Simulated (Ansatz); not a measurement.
The calculation's input:

```
crystal:
  lattice:
    - [0.0, 0.0, 5.2431684095]
    - [3.2183708159, 5.5743817708, 0.0]
    - [-6.4367416318, -1.0e-10, 0.0]
  atoms:
    - { symbol: Ga, position: [0.3954363207, 0.1666666667, 0.3333333333], spin: 0.2 }
    - { symbol: Ga, position: [0.5121674006, 0.1643407695, 0.8321703848] }
    - { symbol: Ga, position: [0.5121674006, 0.6678296152, 0.3356592305] }
    - { symbol: Ga, position: [0.5121674006, 0.6678296152, 0.8321703848] }
    - { symbol: Ga, position: [1.0190440667, 0.3514767483, 0.7029534966], spin: 0.2 }
    - { symbol: Ga, position: [1.0190440667, 0.3514767483, 0.1485232517], spin: 0.2 }
    - { symbol: Ga, position: [1.0142834284, 0.8333333333, 0.6666666667] }
    - { symbol: Ga, position: [1.0190440667, 0.7970465034, 0.1485232517], spin: 0.2 }
    - { symbol: Ga, position: [0.8299761039, 0.1666666667, 0.3333333333], spin: 0.2 }
    - { symbol: "N", position: [0.8808238904, 0.1595900214, 0.8297950107] }
    - { symbol: "N", position: [0.8808238904, 0.6702049893, 0.3404099786] }
    - { symbol: "N", position: [0.8808238904, 0.6702049893, 0.8297950107] }
    - { symbol: "N", position: [0.379285916, 0.3449542133, 0.6899084265] }
    - { symbol: "N", position: [0.379285916, 0.3449542133, 0.1550457867] }
    - { symbol: "N", position: [0.3863403261, 0.8333333333, 0.6666666667] }
    - { symbol: "N", position: [0.379285916, 0.8100915735, 0.1550457867] }
  host:
    lattice:
      - [3.2183708159, 0.0, 0.0]
      - [-1.609185408, 2.7871908854, 0.0]
      - [0.0, 0.0, 5.2431684095]
    atoms:
      - { symbol: Ga, position: [0.6666666667, 0.3333333333, 0.4991348631] }
      - { symbol: Ga, position: [0.3333333333, 0.6666666667, 0.9991348631] }
      - { symbol: "N", position: [0.6666666667, 0.3333333333, 0.8758651369] }
      - { symbol: "N", position: [0.3333333333, 0.6666666667, 0.3758651369] }
total_charge: -1
basis:
  ecutwfc: 420
  xc_grid: 2
kpoints:
  mp_grid: { grid: [4, 4, 4], shift: [0.0, 0.0, 0.0] }
hamiltonian:
  xc: pbe
scf:
  occupations: { method: gaussian, width: 0.01 }
output:
  forces: true
  stress: false
  eigenvalues: true
  populations: true
  charged_corrections:
    defect_position: [0.87586514, 0.16666667, 0.33333333]
    epsilon: [[10.4928, 0.0, 0.0], [0.0, 10.4928, 0.0], [0.0, 0.0, 11.6882]]
  write_density: true
  write_potential: true
  elf: true
  volumetric_format: npy
magnetization:
  spin_polarized: true
relax:
  adjacent_minimum: "off"
  f_tol: 0.025
  max_steps: 45
```

Command:

```sh
ansatz run input.yaml --threads 4 --pin off --max-ram 10240MiB --backend cpu --events-out ev --progress --plain --runs-dir out
```

The fields are those of the run's last geometry, not of the input's.

The program warned that a starting moment wasn't kept; spin-polarised, but the moments vanished.

Computed with Ansatz 0.2.0, DFT PBE, scalar-relativistic, plane waves, PAW.

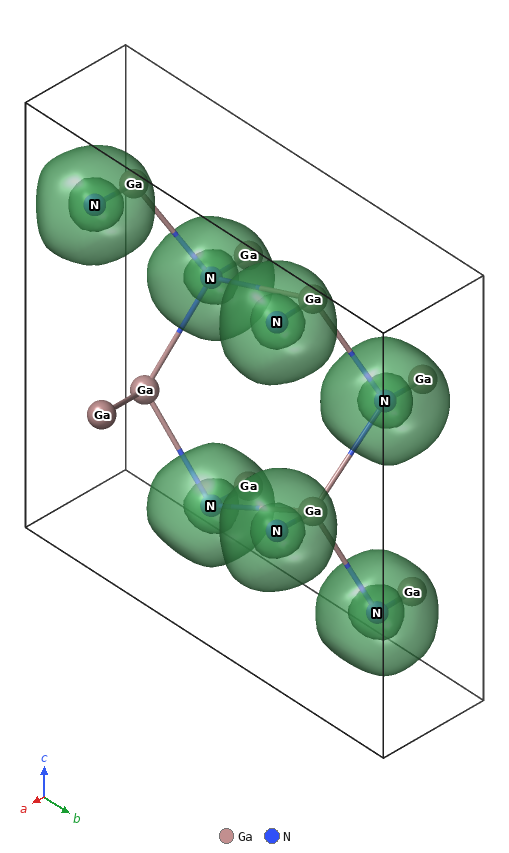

Ga₉N₇ (cell charge −1, with a compensating background) (cell with a defect). Isosurface of the ELF at 0.65 (green), seen slightly off an axis. Only the valence region is drawn (cores and ρ < 0.01 e/Å³ removed). Sticks mark near contacts.

Describe the localisation domains.

The ELF exceeds this value in seven regions wrapped around N (the valence shell of each), counted in one cell of 16 atoms. Regions shared between cells count once. Profiles from the grid: Ga–N (1.90 Å): the ELF peaks at about 0.85 in the valence shell of N, 0.6 Å from its nucleus, and is about 0.50 at the midpoint. Ga–Ga (2.23 Å): the ELF reaches about 0.55 near the midpoint.
